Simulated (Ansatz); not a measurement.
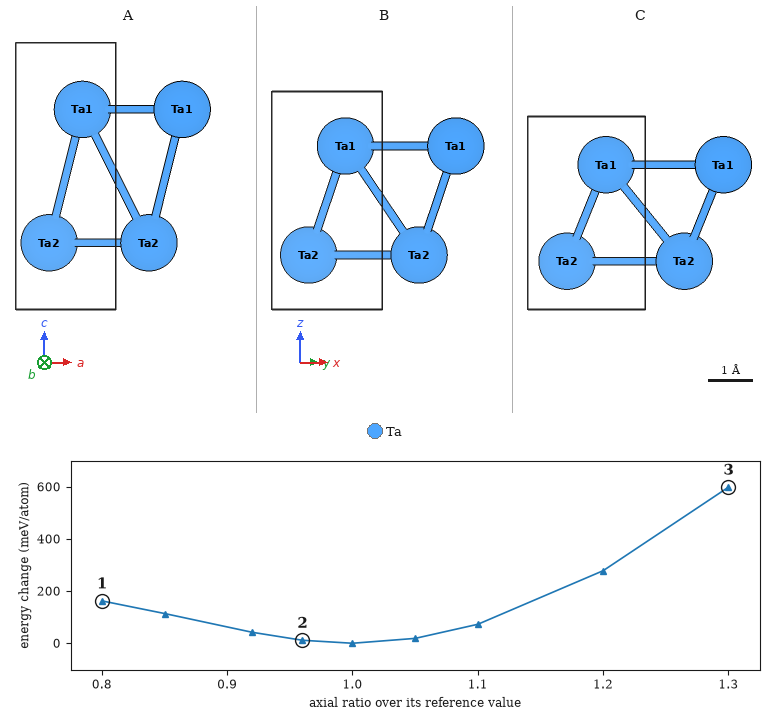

Solid Ta (P6_3/mmc): the ratio of the cell's length along z to its lengths across, counted as 1 for the reference, is changed at fixed volume (a c/a path), with the atoms kept at their fractional coordinates. x, y and z are the Cartesian axes of the input. The frames are shuffled; the numbered points of the plot belong to them. A ball-and-stick model of the cell of the calculation, repeated 2 × 3 × 1 with one cell outlined, seen along the b axis.

These are results of DFT PBEsol, scalar-relativistic, plane waves, PAW in Ansatz 0.2.0, not measurements. Set-up: plane-wave cutoff 420 eV; k-point mesh 24 × 24 × 10; occupations gaussian; smearing width 0.15 eV; no spin polarisation. Energies (free energies at the smearing named) are counted from the cell as listed in its source, which wasn't relaxed.

Which frame belongs to which numbered point?

Point 1 is frame C (the relative ratio 0.80, 163 meV/atom); 2 is frame B (the relative ratio 0.96, 11 meV/atom); 3 is frame A (the relative ratio 1.30, 599 meV/atom). The lowest computed point lies at the relative ratio 1.00 (0 meV/atom). The end points stand at 163 meV/atom (0.80) and 599 meV/atom (1.30). The unrelaxed reference is under a pressure of −7.1 GPa. The distortion keeps the space group P6_3/mmc. At the relative ratio 1.30 the cell of the drawing goes a 2.900 → 2.657 Å, b 2.900 → 2.657 Å, c 5.166 → 6.154 Å.
